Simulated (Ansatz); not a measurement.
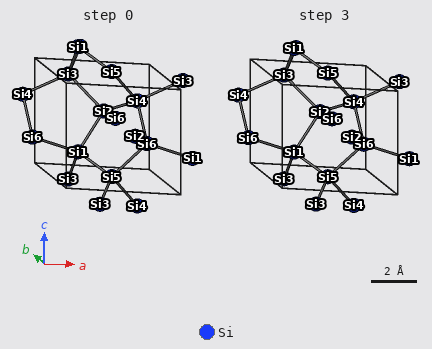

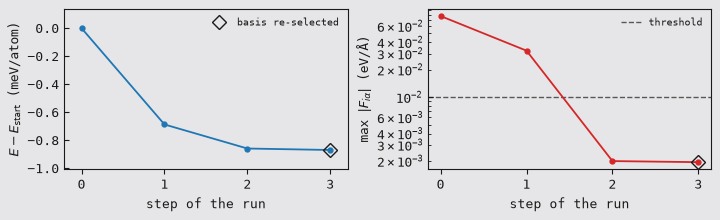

First and last geometry of a relaxation of a crystal of Si (a generated structure, set up in P6_122), with the history of the run. A ball-and-stick model of the cell of the calculation, seen slightly off an axis.

Method: Ansatz, DFT PBE, scalar-relativistic, plane waves, PAW; settings changed.

Input file:
```yaml
crystal:
  lattice:
    - [5.2966045313, 0.0, 0.0]
    - [-2.6483022656, 4.5869940779, 0.0]
    - [0.0, 0.0, 4.8220719095]
  atoms:
    - { symbol: Si, position: [0.2305181002, 0.4610362005, 0.25] }
    - { symbol: Si, position: [0.5389637995, 0.7694818998, 0.5833333333] }
    - { symbol: Si, position: [0.2305181002, 0.7694818998, 0.9166666667] }
    - { symbol: Si, position: [0.7694818998, 0.5389637995, 0.75] }
    - { symbol: Si, position: [0.4610362005, 0.2305181002, 0.0833333333] }
    - { symbol: Si, position: [0.7694818998, 0.2305181002, 0.4166666667] }
basis:
  ecutwfc: 420
  xc_grid: 3
kpoints:
  mp_grid: { grid: [6, 6, 6] }
hamiltonian:
  xc: pbe
scf:
  occupations: { method: gaussian, width: 0.02 }
output:
  forces: true
  eigenvalues: true
  stress: true
relax:
  adjacent_minimum: "off"
  f_tol: 0.01
  max_steps: 30
  cell: { stress_tol: 0.1, fix: [volume] }
```

Command:
```bash
ansatz run input.yaml --threads 1 --pin off --max-ram 2560MiB --backend cpu --events-out ev --progress --plain --runs-dir out
```

Did the run converge, and what did it change?

Answer. It converged. The energy falls by 0.9 meV per atom in 2 accepted moves (3 points after the start). The largest force component goes from 0.077 to 0.0019 eV/Å. Pressure: 13.09 GPa at the start and 12.62 GPa at the end. At 1 point the geometry stayed and the basis and grid were re-selected for the new cell (energy shift of less than 0.05 meV per atom at most each time). The largest moves relative to the cell, 0.010 Å, are those of Si1, Si2, Si3, Si4, Si5 and Si6. Si2 goes along [2 1 0]. The drawn cell changes at constant volume: a = b 5.297 → 5.332 Å (+0.7 %), c 4.822 → 4.759 Å (−1.3 %). Some distances before and after: Si1–Si2 2.292 → 2.297 Å. The space group stays P6_122 (No. 178).
